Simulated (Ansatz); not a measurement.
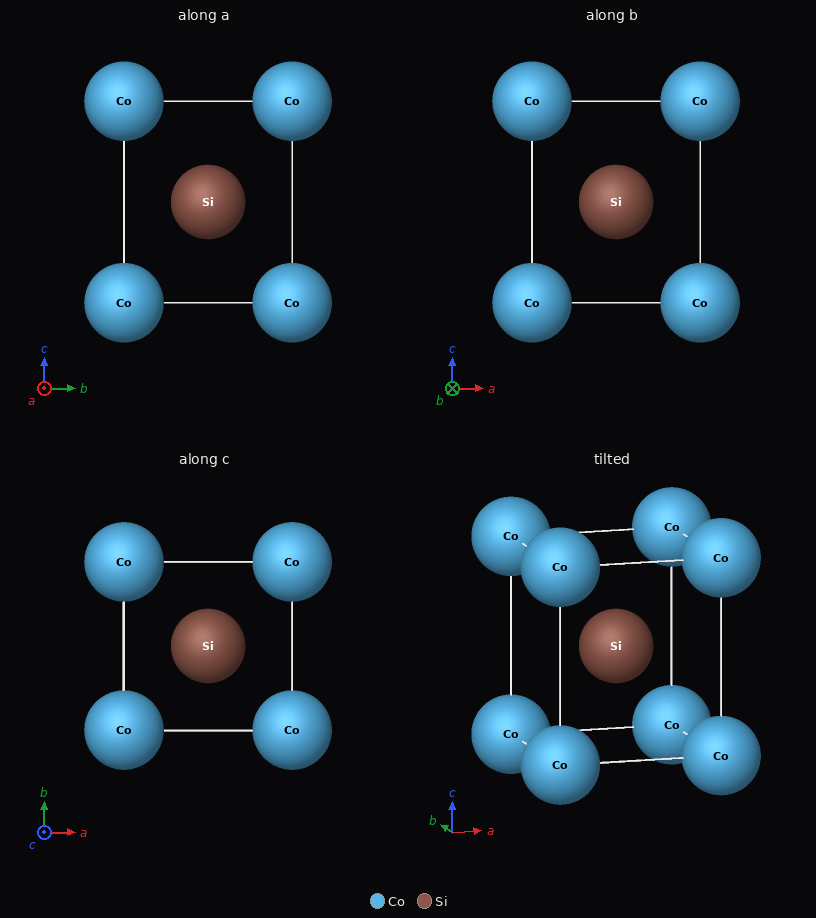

View along the a axis, along the b axis, along the c axis and slightly off an axis, drawn as a spheres-only model. The conventional unit cell is drawn as a box.

Lattice parameters: a = 2.6168 Å, b = 2.6168 Å, c = 3.1358 Å, α = 90.000°, β = 90.000°, γ = 90.000°.

> From the views, write a CIF in P1 with every atom of the cell.

```cif
data_structure
_symmetry_space_group_name_H-M 'P 1'
_symmetry_Int_Tables_number 1
_cell_length_a 2.6168
_cell_length_b 2.6168
_cell_length_c 3.1358
_cell_angle_alpha 90.000
_cell_angle_beta 90.000
_cell_angle_gamma 90.000
_cell_volume 21.47
loop_
_atom_site_label
_atom_site_type_symbol
_atom_site_fract_x
_atom_site_fract_y
_atom_site_fract_z
_atom_site_occupancy
Co1 Co 0.0000 0.0000 0.0000 1
Si1 Si 0.5000 0.5000 0.5000 1
```

The initial geometry was a structure type filled with these elements by a generator (whether the compound takes this form wasn't checked). Earlier steps of the study may have refined or changed the cell and positions. A calculation with Ansatz used it as input.
